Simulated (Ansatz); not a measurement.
Start from this file.

```
CELL_PARAMETERS angstrom
5.71101 0.00000 0.00000
-2.85550 4.94588 0.00000
0.00000 0.00000 6.27284
ATOMIC_POSITIONS crystal
Ti 0.00000 0.50000 0.33333
Ti 0.50000 0.50000 0.66667
Ti 0.50000 0.00000 0.00000
O 0.57503 0.78751 0.83333
O 0.78751 0.57503 0.50000
O 0.78751 0.21249 0.16667
O 0.42497 0.21249 0.83333
O 0.21249 0.42497 0.50000
O 0.21249 0.78751 0.16667
```

Summarise the structure in words.

Answer. Chemical formula TiO$_{2}$. The space group is P6_422 (No. 181); the lattice is primitive hexagonal. Content of the cell: 3 Ti, 6 O (Z = 3). Around each Ti lie four O in a tetrahedral arrangement at 1.81 Å. Each O has two Ti in a bent arrangement at 1.81 Å. The bonds build a three-dimensional framework.

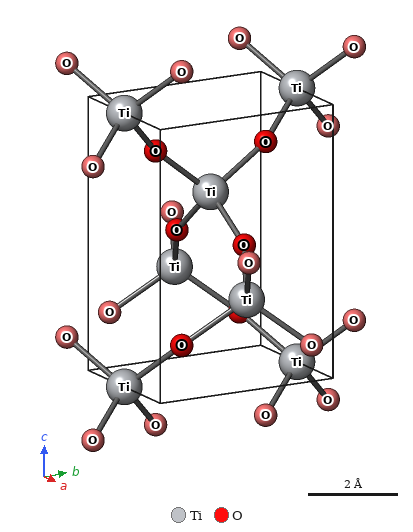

Structure drawing (ball-and-stick), viewed slightly off an axis. The wireframe shows the conventional unit cell. Atoms of adjacent cells appear where they bond to atoms in the box, in fainter colours.

The structure was taken from a structure listed in the Materials Project, with elements exchanged, so it need not be a known form of the compound. The final geometry of a relaxation with Ansatz, DFT r2SCAN, scalar-relativistic, plane waves, PAW is shown.
